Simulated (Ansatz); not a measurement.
## Y2Ti2O7 (Fd-3m): band gap by G0W0 on HSE06

Wanted: the gap of Y2Ti2O7 (Fd-3m) with a many-body correction, and the time that it takes.

Calculated with Ansatz 0.2.0; HSE06, then G0W0 on it, plane waves, PAW.

**Experimental background.**

- Gap 3.44 eV: direct optical gap from Tauc plot; UV-Vis-NIR transmission; bulk crystal (floating-zone single crystal wafer, 1 mm thick) (“Structural, optical and mechanical properties of Y2Ti2O7 single crystal”, 2020, arxiv:2006.07359).

In doubt: masses and optical values from hybrid runs of this build are listed as unsure (step 3), which bears on the screening that GW takes from such a start.

## 1. The starting structure

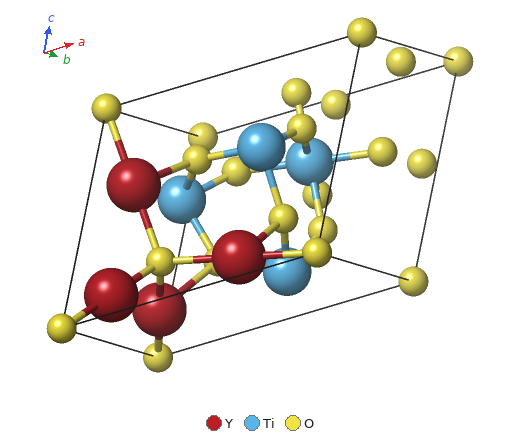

The cell as given, slightly off an axis (yttrium red, titanium blue, oxygen yellow). Bonds to atoms that aren't drawn are left out. Some periodic images of atoms are drawn too.

Geometry: measured cell, ions relaxed with r2SCAN. The runs that relaxed it are not among those shown. The default PAW set here is soft_2. Its files were made with PBE.

## 2. The starting point: HSE06

HSE06 mixes in a quarter of exact exchange at short range.

This step: DFT, HSE06, plane waves, PAW.

File input.yaml:

```yaml
crystal:
  lattice:
    - [0.0, 5.0493, 5.0493]
    - [5.0493, 0.0, 5.0493]
    - [5.0493, 5.0493, 0.0]
  atoms:
    - { symbol: "Y", position: [0.125, 0.125, 0.125] }
    - { symbol: "Y", position: [0.625, 0.125, 0.125] }
    - { symbol: "Y", position: [0.125, 0.125, 0.625] }
    - { symbol: "Y", position: [0.125, 0.625, 0.125] }
    - { symbol: Ti, position: [0.625, 0.625, 0.625] }
    - { symbol: Ti, position: [0.125, 0.625, 0.625] }
    - { symbol: Ti, position: [0.625, 0.625, 0.125] }
    - { symbol: Ti, position: [0.625, 0.125, 0.625] }
    - { symbol: O, position: [0.5453943878, 0.9546056122, 0.9546056122] }
    - { symbol: O, position: [0.7046056122, 0.2953943878, 0.7046056122] }
    - { symbol: O, position: [0.9546056122, 0.5453943878, 0.5453943878] }
    - { symbol: O, position: [0.2953943878, 0.7046056122, 0.2953943878] }
    - { symbol: O, position: [0.9546056122, 0.5453943878, 0.9546056122] }
    - { symbol: O, position: [0.7046056122, 0.7046056122, 0.2953943878] }
    - { symbol: O, position: [0.5453943878, 0.9546056122, 0.5453943878] }
    - { symbol: O, position: [0.2953943878, 0.2953943878, 0.7046056122] }
    - { symbol: O, position: [0.7046056122, 0.2953943878, 0.2953943878] }
    - { symbol: O, position: [0.9546056122, 0.9546056122, 0.5453943878] }
    - { symbol: O, position: [0.2953943878, 0.7046056122, 0.7046056122] }
    - { symbol: O, position: [0.5453943878, 0.5453943878, 0.9546056122] }
    - { symbol: O, position: [0.0, 0.0, 0.0] }
    - { symbol: O, position: [0.25, 0.25, 0.25] }
kpoints:
  mp_grid: { grid: [4, 4, 4] }
  band_path:
    path:
      - [0.0, 0.0, 0.0]
      - [0.5, 0.0, 0.5]
      - [0.625, 0.25, 0.625]
      - [0.375, 0.375, 0.75]
      - [0.5, 0.5, 0.5]
      - [0.5, 0.25, 0.75]
    npoints: 1
hamiltonian:
  xc: hse06
scf:
  occupations: { method: fixed }
  n_extra_bands: 11
output:
  eigenvalues: true
```

On the command line:

```
$ ansatz run input.yaml --threads 32 --pin off --max-ram 129024MiB --backend cuda --events-out ev --progress --plain --runs-dir out --devices 1 --max-vram 157GiB  # rebuilt from the run's record
```

Numbers of over 12 decimals in the logs are rounded to 6 here.

Output:

```text
scf.n_extra_bands = 11 over 88 filled bands (N_el = 176.0): the run solves 99 bands
GPUs: using 1 of 1 available (devices: 1).
Engine: ansatz 0.2.0, aarch64-unknown-linux-gnu
Pseudopotentials: kind: paw
Pseudopotential: Y, paw, valence charge 11, recommended cutoff 420 eV (normal), Y.paw.azcp
Pseudopotential: Ti, paw, valence charge 12, recommended cutoff 420 eV (normal), Ti.paw.azcp
Pseudopotential: O, paw, valence charge 6, recommended cutoff 420 eV (normal), O.paw.azcp
Functional definition: HSE06
  parameter a = 0.25
  parameter omega = 0.11/bohr
  exchange = pbe_x - a*pbe_x_sr(omega) + a*exact_x_sr(omega)
  correlation = pbe_c
davidson cushion auto → on  (no smearing: the cushion is to keep the highest requested band from converging to the state above it; pin scf.eigensolver.cushion to override)
[...]
Crystal: 22 atoms, lattice volume = 257.468 Å³
Basis set: ecut = 420 eV, 5029 PW (Γ)
Bands: 99, of which v1, the nominal top of the filled ones, is band 88 counted from 1 (87 counted from 0)
Symmetry: 48 space group operations
Space group: Fd-3m (ITA 227), of the structure as read, at distance tolerance 6.4e-5 Å
k-points: 8 of 64
Non-local potential: Y, projectors of the file, l = 0: 3, l = 1: 2, l = 2: 2, l = 3: 1
Non-local potential: Ti, projectors of the file, l = 0: 3, l = 1: 2, l = 2: 3, l = 3: 1
Non-local potential: O, projectors of the file, l = 0: 2, l = 1: 2, l = 2: 1
PAW form: soft (Blöchl's): semilocal exchange-correlation on the pseudo side does not see the compensation charge
PAW frozen core: Y, regenerated for the run's functional, and the local potential with it (the file was generated under x = pbe(κ = 0.804, μ = 0.219515), c = pbe(β = 0.066725))
PAW frozen core: Ti, regenerated for the run's functional, and the local potential with it (the file was generated under x = pbe(κ = 0.804, μ = 0.219515), c = pbe(β = 0.066725))
PAW frozen core: O, regenerated for the run's functional, and the local potential with it (the file was generated under x = pbe(κ = 0.804, μ = 0.219515), c = pbe(β = 0.066725))
PAW one-centre angular grid: Y, 590 points (default); XC on 64 Gauss nodes
PAW one-centre angular grid: Ti, 590 points (default); XC on 64 Gauss nodes
PAW one-centre angular grid: O, 110 points (default); XC on 96 Gauss nodes
Initial density: superposition of atomic densities (neutral atoms: chi_scale 0, normalization atom), corrected by the library's trained network
Initial wavefunctions: pseudopotential atomic-orbital guess
[...]
Functional: x = pbe(κ = 0.804, μ = 0.219515), c = pbe(β = 0.066725), warm-up for x = pbe(κ = 0.804, μ = 0.219515) + 0.25 (exact − pbe) at short range (hse, ω = 0.207870 Å⁻¹), c = pbe(β = 0.066725); HSE06 as pw.x's `hse` composes it (authors' and Libxc's form: `xc: wpbeh`)
SCF iter   1: F=—  HF=-33376.116266 eV  |F-HF|=—  |Δ(HF+E_count)|=         —  Δρ=2.74e-3  dr2=1.59e-2  ethr=1.77e-3  ⟨swp⟩=5.0  Hψ=3452  notcnv=0
preconditioner: auto → none  [insulator: Δε(μ)=2.911 eV  Ē_g=11.888 eV  n_scr=64 (ndim 8)  ℏωp=27.0 eV  f_vac=0.019]
SCF iter   2: F=—  HF=-33376.131141 eV  |F-HF|=—  |Δ(HF+E_count)|=   1.49e-2  Δρ=2.85e-3  dr2=2.05e-2  ethr=9.05e-6  ⟨swp⟩=5.0  Hψ=3026  notcnv=0
[...]
SCF iter   4: F=-33376.128816 eV  HF=-33376.128796 eV  |F-HF|=1.92e-5  |Δ(HF+E_count)|=   2.52e-4  Δρ=3.98e-4  dr2=2.51e-4  ethr=1.23e-7  ⟨swp⟩=4.1  Hψ=3830  notcnv=0
eigensolver tolerance schedule calibrated: the retry pair's looser diagonalisation under-reported the residual by θ = 0.14 (0.12/decade); ethr = c·dr2/N_el runs at the constant in force after the calibration composes with the one it found (an armed cap, an earlier calibration), c = 6.5e-2
SCF 1 stopped early in 4 iterations: F = -33376.128816 eV  dr2 = 2.51e-4
  greatest PAW one-centre occupation: 0.999 electrons in one spin orbital (limit 2), on the Ti atom at site 5 (counted from 0), in its partial waves of l = 0
[...]
hybrid outer 1: dexx = +1.707e-1 eV, tail = 3.76e-4 eV
[...]
SCF 3 converged in 4 iterations: F = -33382.968491 eV  dr2 = 8.69e-8
hybrid outer 2: dexx = +1.113e-5 eV, tail = 3.23e-7 eV, Δε = 2.69e-3 eV (about 8.65e-5 eV left of the loop's levels)
[...]
Frozen-core exchange: fock
Harris-Foulkes:  -33382.968492 eV  (|F-HF|=1.03e-8)
Internal energy: -33382.968492 eV  (E = F + TS)
E sigma→0 (E₀):  -33382.968492 eV
Fermi energy:    8.613701 eV
--- Per-component energies (eV) ---
  E_band       = -1377.961635
  E_kinetic    = 4788.590197
  E_local      = -10105.840738  (includes V_loc(G=0)·N_el)
  E_nonlocal   = 846.806363
  E_hartree    = 3723.873241
  E_xc         = -1712.238094
  E_vxc        = -2090.022320  (∫ρ·V_xc dr)
  E_exx        = -541.808800  (= α·E_x^exact, valence–valence)
  E_paw        = -17577.511559  (= ΣΔE_a)
  E_vpaw       = -1181.663623  (= ΣTr[D̂ρ^β])
  E_aug_tail   = 0.035310  (compensation charges beyond the density's cutoff)
  E_ewald      = -12802.291042
  E_core_change = -2.583369  (= ΣΔE_core)
  E_smearing   = -0.000000  (= −TS)
  E_closure    = -0.000000  (closes the sum)
  Σ components = -33382.968492   (vs F -33382.968492, Δ=0.00e0)
--- Band table (eV; the first three rows and the last of 8) ---
  k-point 0: bands = ["-51.9252", "-51.9161", "-51.9161", "-51.9161", "-34.0584", "-33.9844", "-33.9844", "-33.9844", "-26.6358", "-26.5989", "-26.5989", "-26.5989", "-26.5822", "-26.5822", "-26.4838", "-26.4838", "-26.4838", "-26.4730", "-26.4730", "-26.4730", "-14.7782", "-13.1396", "-13.1396", "-13.1396", "-13.0932", "-13.0932", "-12.6418", "-12.6418", "-12.6418", "-12.5715", "-12.5715", "-12.5715", "-10.4788", "- [...]
  k-point 1: bands = ["-51.9243", "-51.9170", "-51.9161", "-51.9161", "-34.0508", "-33.9923", "-33.9844", "-33.9844", "-26.6256", "-26.5930", "-26.5930", "-26.5879", "-26.5719", "-26.5719", "-26.4980", "-26.4980", "-26.4943", "-26.4838", "-26.4749", "-26.4749", "-14.6407", "-13.2613", "-13.1326", "-13.1326", "-13.0479", "-13.0479", "-12.9245", "-12.6882", "-12.6882", "-12.6178", "-12.6178", "-12.5718", "-10.2319", "- [...]
  k-point 2: bands = ["-51.9230", "-51.9184", "-51.9161", "-51.9161", "-34.0403", "-34.0031", "-33.9845", "-33.9845", "-26.6190", "-26.5906", "-26.5906", "-26.5451", "-26.5439", "-26.5371", "-26.5371", "-26.5346", "-26.5346", "-26.4838", "-26.4753", "-26.4753", "-14.4395", "-13.5320", "-13.1438", "-13.1438", "-13.0710", "-12.8810", "-12.8810", "-12.8734", "-12.8734", "-12.6272", "-12.6272", "-12.5721", "-9.8258", "-9 [...]
  k-point 7: bands = ["-51.9206", "-51.9206", "-51.9161", "-51.9161", "-34.0218", "-34.0218", "-33.9845", "-33.9845", "-26.5910", "-26.5910", "-26.5737", "-26.5737", "-26.5391", "-26.5391", "-26.5378", "-26.5378", "-26.5004", "-26.5004", "-26.4917", "-26.4917", "-14.0397", "-14.0397", "-13.1251", "-13.1251", "-12.9645", "-12.9645", "-12.8961", "-12.8961", "-12.7019", "-12.7019", "-12.6968", "-12.6968", "-9.4649", "-9 [...]
```

The job ended after 20 s (1 × NVIDIA GB200 with 32 threads of Arm Neoverse V2, shared host; peak memory 3 GiB; 6.1 min of CPU time).

Numbers from this step:

* gap: 4.495 eV
* valence top at: X
* conduction bottom at: Γ
* least direct gap: 4.513 eV
* exact-exchange fraction: 0.25

Over mesh and listed points the gap is 4.495 eV, from k = (0.500, 0.000, 0.500) to k = Γ. The least direct gap found is 4.513 eV, at k = Γ.

## 3. G0W0 on the 4×4×4 mesh

G0W0 replaces the xc potential by a self-energy built once from the orbitals of the start. Levels are corrected in the window of bands that the input names, at points of the mesh.

This step: G0W0 on HSE06, plane waves, PAW.

Changes to input.yaml since step 2:

```diff
@@ -30,17 +30,12 @@
   mp_grid: { grid: [4, 4, 4] }
-  band_path:
-    path:
-      - [0.0, 0.0, 0.0]
-      - [0.5, 0.0, 0.5]
-      - [0.625, 0.25, 0.625]
-      - [0.375, 0.375, 0.75]
-      - [0.5, 0.5, 0.5]
-      - [0.5, 0.25, 0.75]
-    npoints: 1
 hamiltonian:
   xc: hse06
+  pseudopotentials: { kind: paw, source: ansatz }
 scf:
   occupations: { method: fixed }
-  n_extra_bands: 11
-output:
-  eigenvalues: true
+gw:
+  n_empty_bands: 1531
+  ecut_chi: 190.0
+  qp_bands: [v4, c4]
+  qp_kpoints: band_edges
+  screening: { model: contour_deformation }
```

Output:

```text
GPUs: using 1 of 1 available (devices: 1).
[...]
Crystal: 22 atoms, lattice volume = 257.468 Å³
Basis set: ecut = 930 eV, 16529 PW (Γ)
Bands: 110, of which v1, the nominal top of the filled ones, is band 88 counted from 1 (87 counted from 0)
Symmetry: 48 space group operations
[...]
k-points: 8 of 64
[...]
SCF iter   1: F=—  HF=-33387.809979 eV  |F-HF|=—  |Δ(HF+E_count)|=         —  Δρ=9.98e-2  dr2=3.95e1  ethr=1.00e-1  ⟨swp⟩=3.0  Hψ=2629  notcnv=0
[...]
SCF iter   2: F=—  HF=-33391.420134 eV  |F-HF|=—  |Δ(HF+E_count)|=    3.61e0  Δρ=2.01e-1  dr2=1.28e2  ethr=2.25e-2  ⟨swp⟩=4.1  Hψ=2717  notcnv=0  recentre
[...]
SCF iter   8: F=-33378.769231 eV  HF=-33378.769339 eV  |F-HF|=1.07e-4  |Δ(HF+E_count)|=   1.57e-4  Δρ=2.22e-4  dr2=1.23e-4  ethr=8.36e-7  ⟨swp⟩=3.0  Hψ=2135  notcnv=0
SCF 1 stopped early in 8 iterations: F = -33378.769231 eV  dr2 = 1.23e-4
[...]
Exchange kernel: α = 0.2500, screened, ω = 0.2079 Å⁻¹, Wigner–Seitz truncation, v(0) = 1046.9172 eV·Å³, q-mesh 4×4×4, nearest image of the exchange supercell L = 28.56 Å, pair-density grid 40×40×40, without the augmentation charges, whose exchange is taken in its separable form by FFT convolution over the k-point mesh (sized by the pseudopotential files, 60×60×60 at the most), smooth part of the exact exchange by density-matrix convolution in up to 59.54 GiB of GPU memory as planned if the GPU has room (build and FFT work areas not counted)
Frozen-core exchange: fock
[...]
hybrid outer 1: dexx = +1.510e-1 eV, tail = 1.22e-4 eV
[...]
SCF 3 converged in 4 iterations: F = -33385.584578 eV  dr2 = 8.56e-8
[...]
0    92     13.3681   -12.9517    -6.8890   -20.3990  0.7611    13.9306    13.9264  root
     1    85      7.9782   -25.5605     3.9260   -21.6001  0.7674     7.9437     7.9437  root
     1    86      8.1109   -25.9648     3.8752   -22.0630  0.7712     8.0843     8.0844  root
     1    87      8.4007   -26.2462     3.7998   -22.4394  0.7739     8.3938     8.3938  root
     1    88      8.4007   -26.2462     3.7998   -22.4394  0.7739     8.3938     8.3938  root
     1    89     13.3063   -13.1687    -6.6805   -20.4186  0.7643    13.8799    13.8757  root
     1    90     13.3063   -13.1687    -6.6805   -20.4186  0.7643    13.8799    13.8757  root
     1    91     13.4616   -12.8466    -6.4351   -19.8105  0.7640    13.9940    13.9903  root
     1    92     13.5508   -13.1020    -6.8376   -20.4840  0.7582    14.0994    14.0953  root
     2    85      8.1437   -25.6424     3.9828   -21.6364  0.7658     8.1205     8.1205  root
     2    86      8.1437   -25.6424     3.9828   -21.6364  0.7658     8.1205     8.1205  root
     2    87      8.2437   -26.1278     3.8653   -22.2438  0.7729     8.2250     8.2251  root
     2    88      8.2437   -26.1278     3.8653   -22.2438  0.7729     8.2250     8.2251  root
     2    89     13.3540   -13.1960    -6.7122   -20.4755  0.7627    13.9255    13.9213  root
     2    90     13.3540   -13.1960    -6.7122   -20.4755  0.7627    13.9255    13.9213  root
     2    91     13.4858   -13.3042    -6.6047   -20.4602  0.7606    14.0412    14.0372  root
     2    92     13.5482   -13.1210    -6.4878   -20.1483  0.7608    14.0917    14.0877  root
     3    85      7.9934   -25.6657     3.8352   -21.8084  0.7689     7.9712     7.9712  root
     3    86      7.9934   -25.6657     3.8352   -21.8084  0.7689     7.9712     7.9712  root
     3    87      8.4818   -26.1959     3.8640   -22.3249  0.7722     8.4748     8.4748  root
     3    88      8.4818   -26.1959     3.8640   -22.3249  0.7722     8.4748     8.4748  root
     3    89     13.4021   -13.1861    -6.6360   -20.3787  0.7632    13.9627    13.9587  root
     3    90     13.4303   -12.8751    -6.7100   -20.1305  0.7629    13.9797    13.9757  root
     3    91     13.4857   -12.6363    -6.4629   -19.6155  0.7656    14.0055    14.0020  root
     3    92     13.5380   -13.3879    -6.5234   -20.4721  0.7617    14.1029    14.0988  root
     4    85      7.9749   -25.7969     3.9032   -21.8607  0.7693     7.9419     7.9419  root
     4    86      8.0821   -26.0047     3.8571   -22.1200  0.7714     8.0545     8.0545  root
     4    87      8.3392   -25.7733     3.9486   -21.8092  0.7678     8.3237     8.3237  root
     4    88      8.5074   -26.0605     3.9397   -22.1129  0.7700     8.4996     8.4996  root
     4    89     13.4174   -13.0404    -6.6546   -20.2418  0.7627    13.9680    13.9641  root
     4    90     13.4849   -13.0132    -6.6090   -20.1691  0.7629    14.0358    14.0318  root
     4    91     13.5477   -13.3002    -6.6912   -20.5422  0.7593    14.1025    14.0985  root
     4    92     13.5862   -12.9192    -6.4689   -19.9127  0.7618    14.1145    14.1108  root
     5    85      8.0021   -25.7946     3.8664   -21.8927  0.7700     7.9665     7.9666  root
     5    86      8.0631   -25.7537     3.9282   -21.7980  0.7689     8.0355     8.0355  root
     5    87      8.3452   -25.9073     3.9286   -21.9633  0.7695     8.3297     8.3297  root
     5    88      8.3776   -26.0529     3.9136   -22.1234  0.7704     8.3616     8.3616  root
     5    89     13.4082   -13.0036    -6.6620   -20.2129  0.7629    13.9594    13.9555  root
     5    90     13.4115   -13.0201    -6.6266   -20.2009  0.7640    13.9697    13.9657  root
     5    91     13.5531   -13.4882    -6.6077   -20.6534  0.7595    14.1147    14.1105  root
[...]
6    89     13.5454   -12.7607    -6.4757   -19.7605  0.7642    14.0731    14.0694  root
     6    90     13.5454   -12.7607    -6.4757   -19.7605  0.7642    14.0731    14.0694  root
     6    91     13.6410   -13.3700    -6.6891   -20.6035  0.7576    14.1895    14.1854  root
     6    92     13.6410   -13.3700    -6.6891   -20.6035  0.7576    14.1895    14.1854  root
     7    85      8.0744   -25.9907     3.9457   -22.0097  0.7706     8.0391     8.0391  root
     7    86      8.0744   -25.9907     3.9457   -22.0097  0.7706     8.0391     8.0391  root
     7    87      8.4180   -25.7949     3.9370   -21.8492  0.7678     8.4092     8.4092  root
     7    88      8.4180   -25.7949     3.9370   -21.8492  0.7678     8.4092     8.4092  root
     7    89     13.4360   -13.0354    -6.6301   -20.2104  0.7629    13.9847    13.9808  root
     7    90     13.4360   -13.0354    -6.6301   -20.2104  0.7629    13.9847    13.9808  root
     7    91     13.6312   -12.9896    -6.5348   -20.0498  0.7603    14.1605    14.1567  root
     7    92     13.6312   -12.9896    -6.5348   -20.0498  0.7603    14.1605    14.1567  root
```

It took 6.3 min on 1 × NVIDIA GB200 with 32 threads; peak memory 13 GiB.

This step gave:

```yaml
bands_summed: 1619
rpa_eps_infinity_on_this_mesh_eigenvalues: 4.222, 4.222, 4.222
plane_waves_in_the_screening_matrix: 1471
q_points_in_the_mesh: 64
g0w0_gap_over_the_corrected_points: 5.068 eV
k_of_the_valence_top: 0, -0.5, -0.5
k_of_the_conduction_bottom: 0, 0, 0
starting_gap_on_the_mesh: 4.491 eV
z_at_the_valence_top: 0.7703
z_at_the_conduction_bottom: 0.7683
least_direct_g0w0_gap_over_the_corrected_points: 5.088 eV
```

Over all 8 irreducible mesh points the G0W0 gap is 5.068 eV, from k = (0.000, -0.500, -0.500) to k = Γ. The HSE06 gap of this run on the mesh is 4.491 eV. The two states that bound the G0W0 gap lie that far apart at the start, so the correction of the gap is 5.068 − 4.491 = +0.577 eV. The start of this run differs from the step before in files (soft_2 PAW and hard PAW) and plane-wave cutoff (420 eV and 930 eV). The program's warnings for this run: metallic iterate.

Labels follow the order of the start: v1 is the top filled band, c1 the lowest empty one; levels that stay degenerate share a row, the window can cut a multiplet, doubted levels are not marked in this list, bands outside the window were not corrected, and the list may be a part of the corrected levels. Levels before and after the correction, in eV, zero at the valence-band top of each column:

|  | conduction bottom | valence top |
| --- | --- | --- |
| HSE06 | 4.49 | 0.00 |
| G0W0 | 5.07 | 0.00 |

|  | level | occupation | energy (eV) |
| --- | --- | --- | --- |
| HSE06 | Γ v3-v1 | 2 | -0.020 |
| HSE06 | Γ c1-c2 | 0 | 4.491 |
| HSE06 | Γ c3 | 0 | 4.704 |
| HSE06 | (0 -0.5 -0.5) v3 | 2 | -0.618 |
| HSE06 | (0 -0.5 -0.5) v2-v1 | 2 | 0.000 |
| HSE06 | (0 -0.5 -0.5) c1-c2 | 0 | 4.904 |
| HSE06 | (0 -0.5 -0.5) c3 | 0 | 5.000 |
| G0W0 | Γ v3-v1 | 2 | -0.020 |
| G0W0 | Γ c1-c2 | 0 | 5.068 |
| G0W0 | Γ c3 | 0 | 5.201 |
| G0W0 | (0 -0.5 -0.5) v3 | 2 | -0.665 |
| G0W0 | (0 -0.5 -0.5) v2-v1 | 2 | 0.000 |
| G0W0 | (0 -0.5 -0.5) c1-c2 | 0 | 5.430 |
| G0W0 | (0 -0.5 -0.5) c3 | 0 | 5.546 |

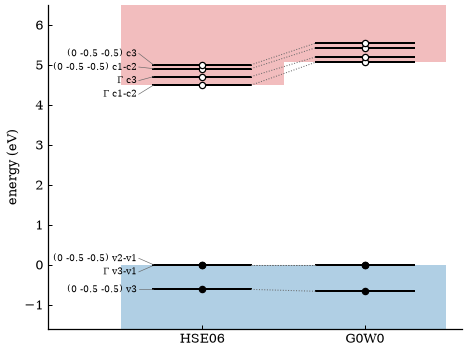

Levels before and after the correction. Shaded: valence and conduction bands. Filled marks are occupied levels, open marks empty ones.

The parts of the quasiparticle energy for the two states that bound the G0W0 gap, in eV on the run's own scale (QP = start + Σx + Σc − Vxc, with Σc at the quasiparticle energy):

| edge | k | band | start | Σx | Σc | Vxc | Z | QP |
| --- | --- | --- | --- | --- | --- | --- | --- | --- |
| valence top | (0.000, -0.500, -0.500) | 87 | 8.641 | −26.162 | 3.942 | −22.218 | 0.770 | 8.640 |
| conduction bottom | Γ | 89 | 13.132 | −13.036 | −6.630 | −20.241 | 0.768 | 13.707 |

For a hybrid start, Vxc holds its share of exact exchange.

[end of part 1 of 2]

[Paths, hosts, dates, memory and timing lines, banners, echoed tables and standing remarks are left out of the program output.]

[Logs are printed without paths, hosts, clocks, repeated set-up lines and the standing remarks that a program may print on its own settings, such as how far it seeks lower states.]

[Runs of the session that timed out or met a known fault of the program may be left out.]

[Cells called generated may have been cut or substituted from an entry of the Crystallography Open Database or the Materials Project.]

[Hosts, paths, dates, database ids (printed as entryN), source tags and the programs' standing remarks are cut or masked in the printed files.]

[Where an RPA ε∞ is given, it is that of the G0W0 mesh and is not shown converged in it. Names of k-points follow the symmetry that the program found, which can be lower than the space group named. Band edges on a path are those of the sampled points; other points can move an edge, and change direct to indirect where valleys lie close.]

[Hybrid gaps are those of their k-mesh and are not shown converged in it.]
